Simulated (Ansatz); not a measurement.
## Geometry relaxation, with input and output: Zn15Se16 (part 3 of 3)

The same run, continued: Zn15Se16 (defect cell, 31 atoms in the cell); DFT PBE, scalar-relativistic, plane waves, PAW, spin-polarised (Ansatz 0.2.0); cutoff 420 eV, 2×2×2 k-mesh, Gaussian smearing of 0.02 eV, collinear spins. The structure derives from a Materials Project entry. It belongs to a series of runs on one base structure; here: V_Zn, charge +0, atoms relaxed at the host's cell.

Output, continued:
```
  k-point 3 ↓: bands = ["-40.8771", "-40.8770", "-40.8770", "-40.8769", "-40.8765", "-40.8764", "-40.8764", "-40.8764", "-40.8763", "-40.8761", ... 53 levels left out ..., "-40.7387", "-40.7356", "-40.7355", "-40.7321", "-40.7320", "-40.7242", "-40.7240", "-40.7220", "-40.7218", "-40.7191", "-40.7182", "-40.7180", "-40.7168", "-40.7142", "-40.7140", "-40.7128", "-40.7086", "-6.8716", "-6.5296", "-6.4920", "-6.4908", "-6.4397", "-6.3102", "-6.2898", "-6.2892", "-6.2591", "-6.1577", "-6.1243", "-6.1235",
      "-5.9952", "-5.8688", "-5.8539", "-5.8537", "-0.4475", "-0.4227", "-0.4224", "-0.4012", "-0.3999", "-0.3998", "-0.3990", "-0.3835", "-0.3707", "-0.3701", "-0.3686", "-0.3686", "-0.3662", "-0.3629", "-0.3626", "-0.3603", "-0.3586", "-0.3576", "-0.3541", "-0.3538", "-0.3524", "-0.3489", "-0.3367", "-0.3283", "-0.3277", "-0.3220", "-0.3187", "-0.3103", "-0.3099", "-0.3008", "-0.2928", "-0.2897", "-0.2893", "-0.2517", "-0.2509", "-0.2320",
      "-0.2022", "-0.1770", "-0.1760", "-0.1604", "-0.1559", "-0.1478", "-0.1467", "-0.1430", "-0.1422", "-0.1401", "-0.1360", "-0.1355", "-0.1338", "-0.1312", "-0.1275", "-0.1246", "-0.1237", "-0.1211", "-0.1168", "-0.1161", "-0.1151", "-0.1132", "-0.1078", "-0.1068", "-0.0971", "-0.0966", "-0.0944", "-0.0864", "-0.0839", "-0.0701", "-0.0552", "-0.0548", "-0.0372", "0.0435", "0.0445", "0.0637", "0.0698", "0.0875", "0.0877", "1.4213",
      "1.4442", "1.4502", "1.4517", "1.4722", "1.4994", "1.5690", "1.6018", "1.6036", "1.8850", "2.3175", "2.6876", "2.7149", "2.7165", "3.1862", "3.1936", "3.2620", "3.2627", "3.6628", "3.6678", "3.7925", "3.7934", "3.8989", "4.2244", "4.2254", "4.3462", "4.3807", "4.3815", "4.3833", "4.4079", "4.4164", "4.4173", "4.4357", "4.4745", "4.6473", "4.6475", "4.8270", "5.1091", "5.1285", "5.1688", "5.1700",
      "5.1864", "5.2063", "5.4182", "5.4200", "5.5166", "5.8358", "5.8396", "8.6662", "9.3174", "9.3181", "9.3238", "9.4618", "9.4747", "9.7921", "9.9726", "9.9905", "9.9930", "10.0690", "10.0744", "10.1706", "10.2681", "10.4515", "10.5695", "10.6356", "10.6378", "10.8943", "10.9727", "11.1253", "11.1285", "11.1917", "11.8265", "11.9399", "11.9936", "11.9972", "12.1238", "12.1432", "12.1444", "12.2124", "12.5193", "12.5210",
      "12.6687", "12.7311", "12.7313", "12.7674", "12.7691", "12.7785", "12.7860", "12.7971", "12.8221", "12.8452", "13.4312"]
--- Relaxed structure (3 steps of the walk, 3 accepted, 0 SCFs on fresh bases) ---
  F+E_penalty+E_count = -137310.15163982 eV   max|allowed force component| = 1.973e-2 eV/Å
  atoms:
    - { symbol: Zn, position: [0.500230270238092, -0.0051378462463023125, 0.4998721242825201] }
    - { symbol: Zn, position: [0.5001860938929331, 0.7502946136363258, 0.7444580748579543] }
    - { symbol: Zn, position: [0.2502587499273712, 0.2502961155331722, 0.49984295788828154] }
    - { symbol: Zn, position: [0.24492856826008724, 0.0002964388950308372, 0.7498006566058896] }
    - { symbol: Zn, position: [0.25043434817578547, 0.7504502475873617, -0.0001907364284748081] }
    - { symbol: Zn, position: [-0.004284202778548283, 0.5004050611563213, 0.49996261537140396] }
    - { symbol: Zn, position: [0.00017977647922279294, 0.2450760309017267, 0.7497639684572952] }
    - { symbol: Zn, position: [-0.00020581568076762048, 3.723329075611039e-5, -0.004948077127128409] }
    - { symbol: Zn, position: [-0.004043669547957068, 0.7504922463641465, 0.25020993787605045] }
    - { symbol: Zn, position: [0.7499638752867911, 0.5002182209643612, 0.7453711459184438] }
    - { symbol: Zn, position: [0.7501300146972627, 0.2502471310020625, -0.00027859016183956475] }
    - { symbol: Zn, position: [0.7501766873606555, -0.004787659079432793, 0.250035707857361] }
    - { symbol: Zn, position: [0.5047045926716422, 0.5047189234354077, 0.0047477800961127255] }
    - { symbol: Zn, position: [0.5053479392184526, 0.25540396467079624, 0.255018081793418] }
    - { symbol: Zn, position: [0.254890487882665, 0.504859892278763, 0.25456033421777563] }
    - { symbol: Se, position: [-0.0055952032395301665, -0.005345258401611763, 0.7442810110229295] }
    - { symbol: Se, position: [0.750116202511603, 0.24966534492539846, 0.7489643668468648] }
    - { symbol: Se, position: [0.750274467602835, -0.0004792982695697723, -0.0006259588624019652] }
    - { symbol: Se, position: [0.5010919171057716, 0.5012483208824579, 0.7505532946377739] }
    - { symbol: Se, position: [0.4998087693467248, 0.2507281908257626, 0.0002787832524857453] }
    - { symbol: Se, position: [0.500909108936038, 0.0005426959729961656, 0.2507515672244688] }
    - { symbol: Se, position: [0.24991748239030515, 0.7503312442986898, 0.7489939423984284] }
    - { symbol: Se, position: [0.2506398539343909, 0.500086790944326, 0.00038884202402807155] }
    - { symbol: Se, position: [0.2503736317808689, 0.25046653688948833, 0.24916919278477104] }
    - { symbol: Se, position: [0.24989584858985084, -0.0002637930913582526, 0.5001218390928955] }
    - { symbol: Se, position: [-0.0005798943735906281, 0.7502018647226738, -0.0005896536626517901] }
    - { symbol: Se, position: [0.0005502240056374508, 0.5008986087974803, 0.2506651310646659] }
    - { symbol: Se, position: [-0.0005910729334945991, 0.24960017149925942, 0.4996479062931108] }
    - { symbol: Se, position: [0.7505194206059563, 0.7501457520878985, 0.2551082103965946] }
    - { symbol: Se, position: [0.7502375610412269, 0.5055127715583988, 0.500029747965038] }
    - { symbol: Se, position: [0.5059455888117185, 0.7497650478672131, 0.4995351938159348] }
--- Löwdin populations: 31 sites ---
  site symbol       q [e]    m [muB]
     0     Zn     10.7767     0.0019
     1     Zn     10.7764     0.0019
     2     Zn     10.7807     0.0007
     3     Zn     10.7764     0.0019
     4     Zn     10.7803     0.0007
     5     Zn     10.7763     0.0019
     6     Zn     10.7765     0.0019
     7     Zn     10.7758     0.0019
     8     Zn     10.7761     0.0019
     9     Zn     10.7760     0.0019
    10     Zn     10.7804     0.0007
    11     Zn     10.7763     0.0019
    12     Zn     10.7759     0.0019
    13     Zn     10.7763     0.0019
    14     Zn     10.7761     0.0019
    15     Se     16.8461     0.3069
    16     Se     17.0002     0.0622
    17     Se     17.0002     0.0625
    18     Se     17.0002     0.0623
    19     Se     17.0006     0.0610
    20     Se     17.0003     0.0619
    21     Se     17.0008     0.0607
    22     Se     17.0005     0.0616
    23     Se     17.0005     0.0617
    24     Se     17.0007     0.0610
    25     Se     17.0003     0.0621
    26     Se     17.0008     0.0608
    27     Se     17.0003     0.0619
    28     Se     16.8442     0.3126
    29     Se     16.8447     0.3108
    30     Se     16.8471     0.3033
  spilling = 0.006781 (of n_electrons = 436.000000)
```

Trajectory as extended XYZ (Å, eV, eV/Å), 3 frames, from step=1 to step=3:
```
31
Lattice="-5.7318 5.7318 -5.7318 -5.7318 -5.7318 5.7318 5.7318 5.7318 5.7318" Properties=species:S:1:pos:R:3:forces:R:3 step=1 energy=-137310.06156
Zn    0.0000    5.7318    0.0000    0.0995   0.1086  -0.0909
Zn   -2.8659    2.8659    5.7318   -0.1100  -0.0928  -0.0931
Zn    0.0000    2.8659    2.8659    0.0131   0.0003   0.0015
Zn    2.8659    5.7318    2.8659    0.0497  -0.0860   0.0625
Zn   -5.7318   -2.8659    2.8659   -0.0054   0.0074   0.0006
Zn    0.0000    0.0000    5.7318    0.1197  -0.1200   0.1015
Zn    2.8659    2.8659    5.7318    0.0459   0.0423  -0.0643
Zn    0.0000    0.0000    0.0000   -0.2021  -0.2229  -0.2051
Zn   -2.8659   -2.8659    5.7318    0.0942  -0.0884   0.1181
Zn   -2.8659    5.7318    2.8659   -0.1303  -0.1478  -0.1467
Zn   -5.7318    2.8659   -2.8659   -0.0006  -0.0029  -0.0077
Zn   -2.8659    5.7318   -2.8659    0.0304   0.0484  -0.0311
Zn   -5.7318    0.0000    0.0000   -0.1257   0.1332   0.1370
Zn   -2.8659    2.8659    0.0000   -0.0244   0.0243   0.0210
Zn   -2.8659    0.0000    2.8659   -0.2219   0.2223   0.2116
Se    4.2396    4.2767    4.2850    0.3389   0.1829   0.1371
Se   -1.4329    7.1647    1.4329   -0.0151   0.0197   0.0182
Se   -4.2988    4.2988   -4.2988   -0.0427  -0.0133  -0.0003
Se   -1.4329    4.2988    4.2988   -0.0106  -0.0157  -0.0096
Se   -4.2988    1.4329   -1.4329   -0.0276   0.0100   0.0047
Se   -1.4329    4.2988   -1.4329    0.0334  -0.0054  -0.0340
Se   -1.4329    1.4329    7.1647    0.0297  -0.0212   0.0274
Se   -4.2988   -1.4329    1.4329   -0.0363   0.0242   0.0455
Se   -1.4329    1.4329    1.4329   -0.0166  -0.0098   0.0043
Se    1.4329    4.2988    1.4329   -0.0241  -0.0052  -0.0218
Se   -4.2988   -4.2988    4.2988   -0.0497  -0.0436  -0.0466
Se   -1.4329   -1.4329    4.2988   -0.0171  -0.0104   0.0159
Se    1.4329    1.4329    4.2988   -0.0341  -0.0125   0.0038
Se   -7.2094    1.4062    1.4303    0.1722   0.0740  -0.1231
Se   -4.2647    4.2938    1.3877   -0.1041   0.1811   0.1938
Se   -4.3258    1.4635    4.3323    0.1719  -0.1806  -0.2305
31
Lattice="-5.7318 5.7318 -5.7318 -5.7318 -5.7318 5.7318 5.7318 5.7318 5.7318" Properties=species:S:1:pos:R:3:forces:R:3 step=2 energy=-137310.14258
Zn    0.0195    5.7571   -0.0286    0.0302   0.0488  -0.0368
Zn   -2.8894    2.8334    5.7090   -0.0404  -0.0395  -0.0276
Zn    0.0000    2.8649    2.8644   -0.0022  -0.0007  -0.0023
Zn    2.8832    5.7054    2.8923    0.0227  -0.0385   0.0343
Zn   -5.7390   -2.8666    2.8642   -0.0071  -0.0006  -0.0026
Zn    0.0103   -0.0198    5.7504    0.0514  -0.0486   0.0455
Zn    2.8869    2.8903    5.7103    0.0075   0.0252  -0.0249
Zn   -0.0107   -0.0154   -0.0056   -0.0855  -0.0796  -0.0738
Zn   -2.8595   -2.8842    5.7471    0.0288  -0.0580   0.0433
Zn   -2.8807    5.7153    2.8530   -0.0446  -0.0598  -0.0630
Zn   -5.7363    2.8638   -2.8645   -0.0014  -0.0025   0.0018
Zn   -2.8492    5.7564   -2.8868    0.0155   0.0152  -0.0220
Zn   -5.7483    0.0147    0.0130   -0.0662   0.0560   0.0557
Zn   -2.8917    2.8940    0.0232   -0.0056   0.0187   0.0002
Zn   -2.8802    0.0106    2.8764   -0.0726   0.0772   0.0791
Se    4.3190    4.2754    4.2821    0.0251   0.0381   0.0180
Se   -1.4380    7.1644    1.4246    0.0198  -0.0031   0.0143
Se   -4.2961    4.2926   -4.3025   -0.0063   0.0086   0.0098
Se   -1.4431    4.2927    4.3022    0.0206   0.0162  -0.0056
Se   -4.2982    1.4338   -1.4245   -0.0069  -0.0052  -0.0170
Se   -1.4367    4.3084   -1.4355   -0.0020  -0.0200   0.0083
Se   -1.4392    1.4181    7.1687   -0.0024   0.0368  -0.0150
Se   -4.3033   -1.4275    1.4330    0.0051  -0.0287  -0.0125
Se   -1.4446    1.4340    1.4294    0.0334  -0.0004   0.0052
Se    1.4318    4.3052    1.4265    0.0004  -0.0180   0.0321
Se   -4.3073   -4.3105    4.2942    0.0244   0.0409   0.0214
Se   -1.4416   -1.4357    4.3079    0.0245   0.0037  -0.0320
Se    1.4340    1.4303    4.3050    0.0008   0.0142  -0.0270
Se   -7.1583    1.4487    1.4450    0.0261   0.0036  -0.0341
Se   -4.3143    4.2834    1.4491   -0.0216   0.0342   0.0249
Se   -4.3250    1.4589    4.2640    0.0286  -0.0343   0.0024
31
Lattice="-5.7318 5.7318 -5.7318 -5.7318 -5.7318 5.7318 5.7318 5.7318 5.7318" Properties=species:S:1:pos:R:3:forces:R:3 step=3 energy=-137310.15164
Zn    0.0274    5.7618   -0.0315    0.0001  -0.0046   0.0065
Zn   -2.9004    2.8335    5.7006    0.0041   0.0145   0.0060
Zn   -0.0041    2.8648    2.8652   -0.0096   0.0000   0.0003
Zn    2.8921    5.6999    2.8955   -0.0013   0.0080  -0.0037
Zn   -5.7379   -2.8671    2.8649    0.0055  -0.0048   0.0006
Zn    0.0220   -0.0271    5.7584    0.0110  -0.0041   0.0027
Zn    2.8917    2.8938    5.7012   -0.0111  -0.0075   0.0094
Zn   -0.0274   -0.0298   -0.0270   -0.0090  -0.0004  -0.0126
Zn   -2.8443   -2.8907    5.7590    0.0034  -0.0018  -0.0044
Zn   -2.8935    5.7038    2.8408   -0.0091  -0.0029  -0.0086
Zn   -5.7355    2.8636   -2.8668    0.0009   0.0023   0.0017
Zn   -2.8392    5.7604   -2.8941   -0.0039  -0.0108  -0.0024
Zn   -5.7586    0.0271    0.0273   -0.0107   0.0016   0.0090
Zn   -2.8987    2.8943    0.0291    0.0098  -0.0109  -0.0067
Zn   -2.8956    0.0263    2.8918   -0.0025   0.0020   0.0021
Se    4.3287    4.2646    4.2675    0.0073   0.0097  -0.0030
Se   -1.4376    7.1613    1.4244    0.0003   0.0044  -0.0070
Se   -4.3012    4.2996   -4.3067    0.0187  -0.0107   0.0063
Se   -1.4432    4.3011    4.3029    0.0014  -0.0176  -0.0056
Se   -4.3003    1.4293   -1.4261    0.0100   0.0113  -0.0027
Se   -1.4370    4.3052   -1.4307   -0.0071   0.0059  -0.0037
Se   -1.4401    1.4248    7.1613    0.0009  -0.0054   0.0101
Se   -4.3008   -1.4275    1.4320    0.0044  -0.0030  -0.0069
Se   -1.4425    1.4276    1.4287   -0.0068   0.0197   0.0043
Se    1.4357    4.3004    1.4327   -0.0004   0.0070  -0.0112
Se   -4.3000   -4.3067    4.2999   -0.0051   0.0026  -0.0038
Se   -1.4374   -1.4311    4.3046   -0.0040  -0.0089   0.0051
Se    1.4366    1.4298    4.2979    0.0039   0.0046   0.0147
Se   -7.1392    1.4644    1.4601    0.0077  -0.0075  -0.0009
Se   -4.3316    4.2688    1.4633   -0.0046   0.0135   0.0026
Se   -4.3342    1.4657    4.2607   -0.0040  -0.0061   0.0016
```

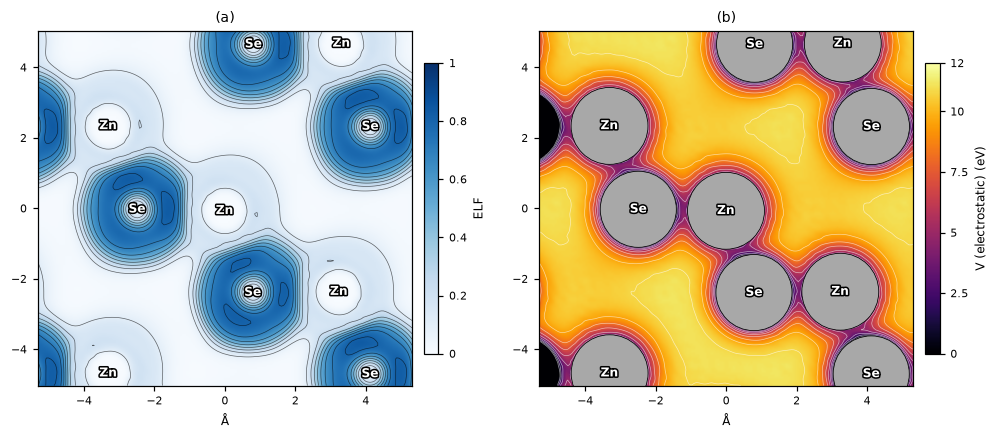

*(a) ELF; (b) electrostatic potential energy of an electron on the (010) plane of the calculation cell. Grey discs, where drawn, cover atomic cores.*

Atoms in the plane: Zn and Se. Zn–Se (2.45 Å): the ELF is about 0.60 at the midpoint; no shared pair; the contact is polar. Zn–Se (2.49 Å): the ELF is about 0.60 at the midpoint (a polar contact without a shared pair, in a metal). Outside the cores the potential energy rises away from the atoms and is highest about 2.3 Å from the nearest atoms; outside the discs it spans about 11 eV, and its zero is arbitrary. In a PAW calculation such maps are meaningful between the atoms, not at the nuclei.

Results in brief:

```json
{"quantity": "outcome", "value": "converged"}
{"quantity": "electrons treated", "value": "436"}
{"quantity": "free energy", "value": "−137310.1516 eV"}
{"quantity": "Fermi energy", "value": "5.824 eV"}
{"quantity": "gap on the k-point mesh", "value": "none (metallic)"}
{"quantity": "net moment of the cell", "value": "2.00 μB"}
{"quantity": "integrated absolute moment", "value": "2.07 μB"}
{"quantity": "final volume", "value": "753.22 Å³"}
{"quantity": "largest force (length of the vector) at the end", "value": "0.022 eV/Å"}
{"quantity": "wall time", "value": "3.6 min (CPU time 28 min)"}
{"quantity": "peak memory", "value": "6.7 GiB"}
```
